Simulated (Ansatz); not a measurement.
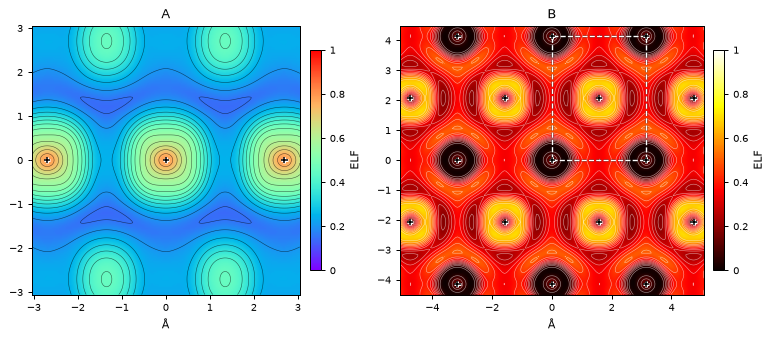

The electron localisation function of 2 systems, each on a plane through atoms (crosses mark nuclei in the plane).

Method: Ansatz, DFT PBEsol, scalar-relativistic, plane waves, PAW.

System 1: AlRu, the (011) plane of the conventional cell. Space group P4/mmm; computed without spin polarisation.

```
CELL_PARAMETERS angstrom
3.15813 0.00000 0.00000
0.00000 3.15813 0.00000
0.00000 0.00000 2.68441
ATOMIC_POSITIONS crystal
Al 0.00000 0.00000 0.00000
Ru 0.50000 0.50000 0.50000
```

System 2: Au, the (100) plane of the conventional cell. Space group P6₃/mmc; computed pressure about 9 GPa in this cell.

```yaml
crystal:
  lattice:
    - [2.69625, 0.00000, 0.00000]
    - [-1.34812, 2.33502, 0.00000]
    - [0.00000, 0.00000, 5.40973]
  atoms:
    - { symbol: Au, position: [0.33333, 0.66667, 0.75000] }
    - { symbol: Au, position: [0.66667, 0.33333, 0.25000] }
```

Question: Which map belongs to which system?

Answer: Panel A is system 2, Au: the plane holds Au. Au–Au (2.70 Å): the ELF is about 0.25 at the midpoint; no shared electron pair shows on this line. Panel B is system 1, AlRu: the plane holds Al and Ru. Al–Ru (2.61 Å): the ELF is about 0.35 at the midpoint (no shared electron pair shows on this line).
